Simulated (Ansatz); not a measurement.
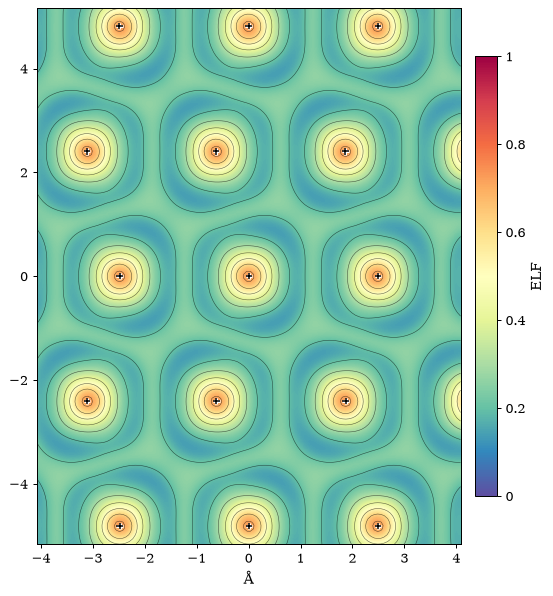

The electron localisation function on a plane through atoms (crosses mark nuclei in the plane).

Method: DFT, r2SCAN, plane waves (500 eV) with PAW, scalar-relativistic (Ansatz 0.2.0).

Candidates:
A. Co, a = 2.69 Å, b = 2.69 Å, c = 2.69 Å, α = 90.00°, β = 90.00°, γ = 90.00°. Space group Im-3m; set up as Co, bcc; a generated structure, not necessarily the stable one; changed on purpose from its base cell (volume × 0.92); computed pressure about 34 GPa in this cell; spin-polarised.
B. Cs, a = 5.51 Å, b = 5.51 Å, c = 9.07 Å, α = 90.00°, β = 90.00°, γ = 120.00°. Space group P6₃/mmc; set up as Cs, hcp; a generated structure, not necessarily the stable one; changed on purpose from its base cell (volume × 0.96).
C. Ni, a = 2.49 Å, b = 4.45 Å, c = 8.54 Å, α = 90.00°, β = 90.00°, γ = 90.05°. Space group Fddd; set up as Ni, beta-Sn type; a generated structure, not necessarily the stable one; changed on purpose from its base cell (volume × 1.12); computed pressure about −19 GPa in this cell; computed without spin polarisation.

Q: Which candidate gave the map?

A: Candidate C: Ni on the (011) plane of the conventional cell, which holds Ni. Ni–Ni (2.49 Å): the ELF is about 0.25 at the midpoint; no localised pair shows between them.
